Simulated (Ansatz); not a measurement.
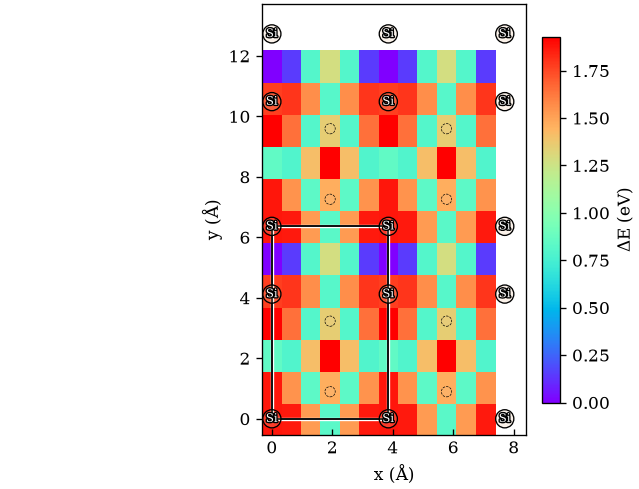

Energy landscape of C on a Si(100) slab cut from the P6_3/mmc phase, its upper half relaxed before the scan (16 atoms of substrate and one adsorbate in a 2 × 1 cell). C is moved over the surface cell; relaxed at each place: the height of the adsorbate's atoms; substrate rigid; the origin of the map has the adsorbate above Si13. Places are given modulo a cell vector. The map is drawn in real space over the plane of the surface. Grid: 6 × 6 points; 24 points were computed and 12 follow by symmetry. Places are given in fractions of the 1 × 1 surface cell. Energies are in eV, from the lowest grid point. Energies and slopes of some neighbouring points disagree (a jump in structure or state, or too coarse a mesh). At some places the adsorbate sinks to or below the level of the top layer. The magnetic moment jumps between some neighbouring points. Computed with DFT PBE, scalar-relativistic, plane waves, PAW in Ansatz. Settings: cutoff 420 eV, k-mesh 4×4×1, gaussian smearing 0.05 eV, spin-polarised.

In the figure: one coloured cell a grid point, labelled circles for the atoms of the top layer and small ones for the second layer, the outline of one cell of the 2 × 2 shown. 

Describe this landscape.

Answer. The lowest grid point is at (0/6, 5/6) of the cell vectors [nearest 1 Si at 1.77 Å]. The highest grid point, (0/6, 3/6) of the cell vectors [nearest 1 Si at 1.84 Å], lies 1.93 eV above the lowest. At the lowest point the adsorbate has 1 Si at 1.77 Å as nearest neighbours, at the highest 1 Si at 1.84 Å. Its relaxed height above the top atom is 1.42 Å at the lowest and 1.58 Å at the highest point.

Grid values (eV):

| second ↓, first → | 0/6 | 1/6 | 2/6 | 3/6 | 4/6 | 5/6 |
| --- | --- | --- | --- | --- | --- | --- |
| 5/6 | 0.00 | 0.14 | 0.80 | 1.28 | 0.80 | 0.14 |
| 4/6 | 1.78 | 1.79 | 1.56 | 0.81 | 1.56 | 1.79 |
| 3/6 | 1.93 | 1.65 | 0.80 | 1.35 | 0.80 | 1.65 |
| 2/6 | 0.85 | 0.79 | 1.42 | 1.93 | 1.42 | 0.79 |
| 1/6 | 1.88 | 1.55 | 0.83 | 1.47 | 0.83 | 1.55 |
| 0/6 | 1.87 | 1.87 | 1.52 | 0.83 | 1.52 | 1.87 |

Each point was launched as `ansatz run input.yaml --threads 4 --pin off --max-ram 12288MiB --backend cpu --events-out ev --progress --plain --runs-dir out`. Time for the 24 points that were run: 70 min on 4 threads of Arm Neoverse V2, with other jobs on the host.

PAW datasets: the set soft_1.
